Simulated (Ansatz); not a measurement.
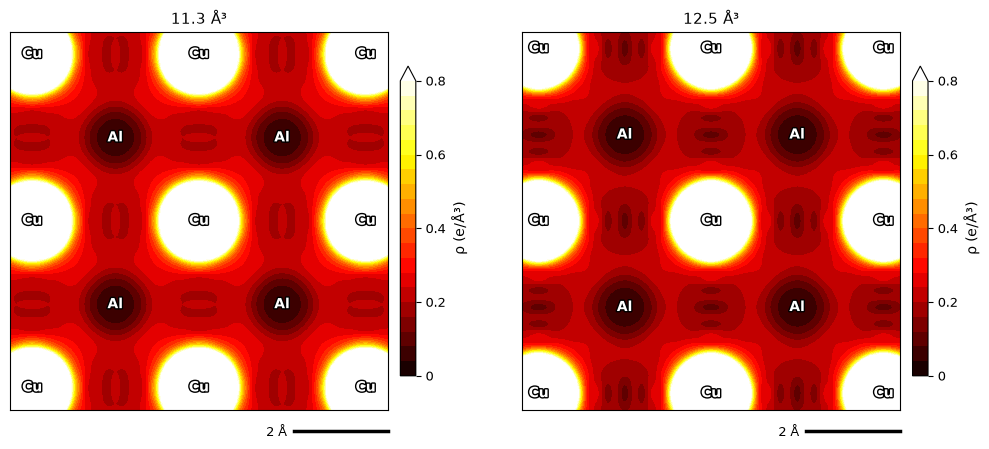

AlCu3. The valence electron density of cells scaled evenly to different volumes (given per atom above each panel), on the (100) plane of each (indices in the axes of the cell below), at one length scale and on one colour scale.

A structure from a database of computed crystals, not necessarily the ambient phase.

Level of theory: Kohn-Sham DFT of a periodic cell, PBEsol, Ansatz PAW (Ansatz 0.2.0).

The largest cell:

```
Cu Al
1.0
     3.68524    0.00000    0.00000
     0.00000    3.68524    0.00000
     0.00000    0.00000    3.68524
Cu Al
3 1
Direct
  0.00000 0.50000 0.50000
  0.50000 0.00000 0.50000
  0.50000 0.50000 0.00000
  0.00000 0.00000 0.00000
```

| volume (Å³/atom) | Al–Cu contact in the plane (Å) | ρ at its midpoint (e/Å³) | pressure (GPa) | 
| --- | --- | --- | --- |
| 11.31 | 2.520 | 0.289 | 9.9 | 
| 11.79 | 2.555 | ? | ? | 
| 12.51 | 2.606 | 0.252 | −6.1 | 

Estimate the missing row, and compare with the calculation.

Answer. Over the known rows ln ρ falls by 1.59 per Å of Al–Cu distance (the line through the two), which gives 0.273 e/Å³ at 2.555 Å; the calculation gives 0.272 e/Å³. For the pressure, a straight line in volume between the neighbouring rows gives 3.5 GPa; the calculation gives 2.4, lower because pressure rises ever faster on compression.
